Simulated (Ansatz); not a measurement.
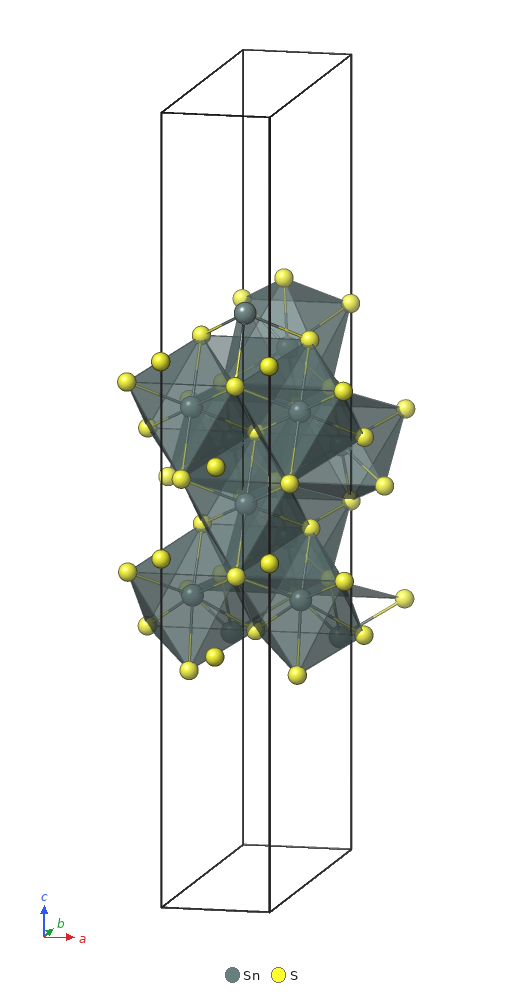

We look at a polyhedral model of the crystal from the side at a slight tilt. The parallelepiped is the simulation cell. Some atoms of the next cells are drawn as well.

SnS$_{2}$, a = 3.67 Å, b = 11.65 Å, c = 26.65 Å, α = 90.00°, β = 90.00°, γ = 90.00°.

Setup: DFT PBE+D3(BJ), scalar-relativistic, plane waves, PAW (Ansatz); 420 eV cutoff, k-point mesh 7×3×1, Gaussian smearing of 0.05 eV, no spin polarisation.

### Is it conducting or gapped at this level?

A semiconductor at this level, with a gap of 0.28 eV on the k-mesh (the true edges may lie between mesh points, so the gap can be somewhat smaller).

Source of the structure: a structure listed in the Materials Project, from which a slab was cut. The atoms were relaxed in a fixed cell with Ansatz, DFT PBE+D3(BJ), scalar-relativistic, plane waves, PAW.
